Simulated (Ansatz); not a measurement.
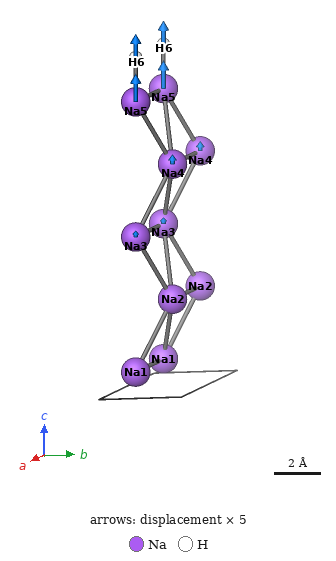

A constrained relaxation of a slab of composition Na5H (cut from the P6_3/mmc phase). The starting structure is drawn; blue arrows show the displacements, 5 times their true length.

The picture is a ball-and-stick view of the 2 × 1 repeat of the cell, outlined in the plane, without the vacuum, seen slightly off an axis.

Case: H put at a top Na site. The slab is the (0 0 1) face of Na with H on it. 2 atoms are held fixed.

The calculation used DFT PBEsol, scalar-relativistic, plane waves, PAW in Ansatz 0.2.0.

The input:
```yaml
crystal:
  lattice:
    - [3.7196409407, 0.0, 0.0]
    - [-1.8598204703, 3.2213035476, 0.0]
    - [0.0, 0.0, 31.1234352892]
  atoms:
    - { symbol: Na, position: [0.6666666667, 0.3333333333, 0.273106099] }
    - { symbol: Na, position: [0.3333333333, 0.6666666667, 0.3704879849] }
    - { symbol: Na, position: [0.6666666667, 0.3333333333, 0.4678698707] }
    - { symbol: Na, position: [0.3333333333, 0.6666666667, 0.5652517565] }
    - { symbol: Na, position: [0.6666666667, 0.3333333333, 0.6626336424] }
    - { symbol: H, position: [0.6666666667, 0.3333333333, 0.7262512984] }
basis:
  ecutwfc: 420
kpoints:
  mp_grid: { grid: [9, 9, 1] }
hamiltonian:
  xc: pbesol
scf:
  occupations: { method: gaussian, width: 0.1 }
output:
  forces: true
  eigenvalues: true
relax:
  adjacent_minimum: "off"
  f_tol: 0.03
  max_steps: 70
  constraints: [{ sites: [0, 1] }]
efield:
  axis: 3
  dipole_correction: true
```

Q: What did the optimiser do to the structure, and how much energy did it gain?

A: The energy falls by 8.5 meV per cell of the calculation in 3 geometry steps. The largest force component goes from 0.17 to 0.0066 eV/Å. Na5 moves most: 0.25 Å along the normal (+c). By element the largest moves are Na 0.25 Å, H 0.22 Å. The cell doesn't change. Near-neighbour distances that change, for instance: Na4–Na5 3.715 → 3.850 Å, Na2–Na3 3.715 → 3.761 Å, Na5–H6 1.980 → 1.941 Å, Na3–Na4 3.715 → 3.740 Å.

Limits of the set-up: the periodic images lie only 3.7 Å apart, so the values are limited by the cell's size.
